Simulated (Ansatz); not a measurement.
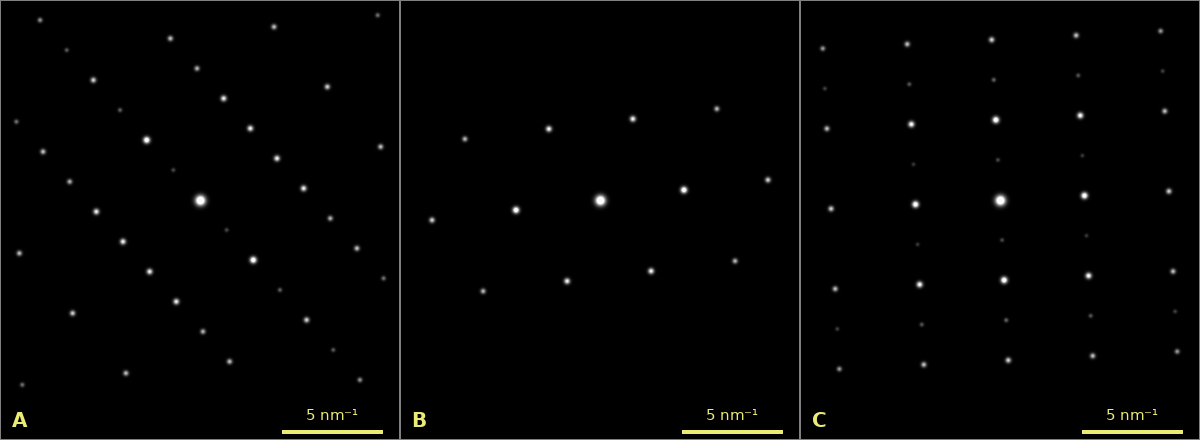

The patterns are kinematic simulations for 300 kV electrons (no multiple scattering; isotropic B = 0.5 Å²).

All three come from Pt, space group Fmmm (No. 69), a = 2.70 Å, b = 4.73 Å, c = 9.97 Å. Structure: the end point of a relaxation with DFT r2SCAN, scalar-relativistic, plane waves, PAW in Ansatz 0.2.0; the starting structure was generated, so it need not be a known form of this composition.

Assign the zone axes [100], [101], [110] to A, B and C.

A is [110]: centred rectangular net of 0 0 2 (weak) at d = 4.99 Å and 1 -1 1 at d = 2.29 Å, at 76.8°. B is [101]: centred rectangular net of 0 2 0 at d = 2.36 Å and 1 1 -1 at d = 2.29 Å, at 61.1°. C is [100]: rectangular net of 0 0 2 (weak) at d = 4.99 Å and 0 2 0 at d = 2.36 Å, at 90.0°.
